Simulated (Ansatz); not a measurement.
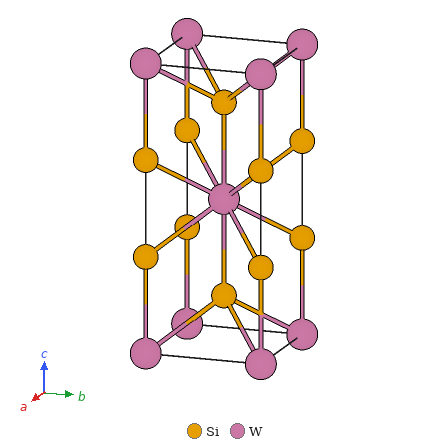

System: Si₂W, space group I4/mmm (No. 139). The picture shows the conventional cell.

Starting cell:
```
CELL_PARAMETERS angstrom
-1.60600 1.60600 3.94000
1.60600 -1.60600 3.94000
1.60600 1.60600 -3.94000
ATOMIC_POSITIONS crystal
Si 0.33300 0.33300 0.00000
Si 0.66700 0.66700 0.00000
W 0.00000 0.00000 0.00000
```

Method: periodic Kohn-Sham DFT of a crystal at fixed atoms, scaled to the stated factor times the given cell; pressure positive in compression, energy less spherical unpolarised free atoms (Ansatz 0.2.0). Level: PBEsol.

method all-electron LAPW; relativity scalar; k mesh 18×18×18; occupations Fermi–Dirac; smearing width 0.03 eV; basis error target 0.5 (meV/atom); nucleus Gaussian.

V(given) is 13.55 Å³/atom.

What does the calculation give for the energy less free atoms and pressure against V/V(given)? The V/V(given) takes the values 0.94, 0.98, 1.00, 1.01, 1.04.

A third-order Birch–Murnaghan fit gives V0 = 13.34 Å³/atom, B0 = 236 GPa and B′ = 4.7. The energy less free atoms is −8.3508 eV/atom at V/V(given) 0.94 and −8.3442 eV/atom at 1.04; the lowest computed point is at V/V(given) 0.98 (−8.3723 eV/atom), and no other minimum shows among the points. The pressure falls from 12.0 GPa at V/V(given) 0.94 to −11.4 GPa at 1.04, and changes sign near 0.98.

| V/V(given) | energy less free atoms (eV/atom) | pressure (GPa) |
| --- | --- | --- |
| 0.94 | −8.3508 | 12.0 |
| 0.98 | −8.3723 | 1.1 |
| 1.00 | −8.3701 | −3.6 |
| 1.01 | −8.3661 | −5.7 |
| 1.04 | −8.3442 | −11.4 |

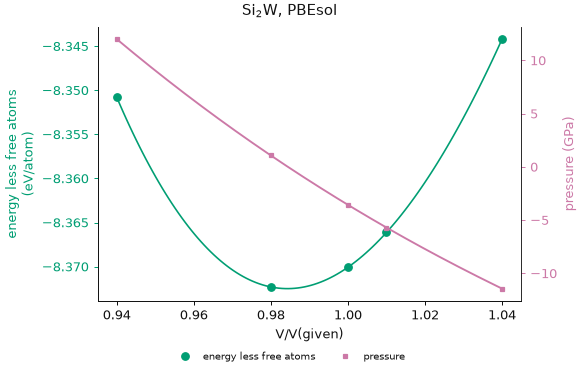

Note: no spin-orbit coupling on heavy atoms; shape and atomic fractions are frozen while scaling, which makes layered, chain and framework solids too stiff.
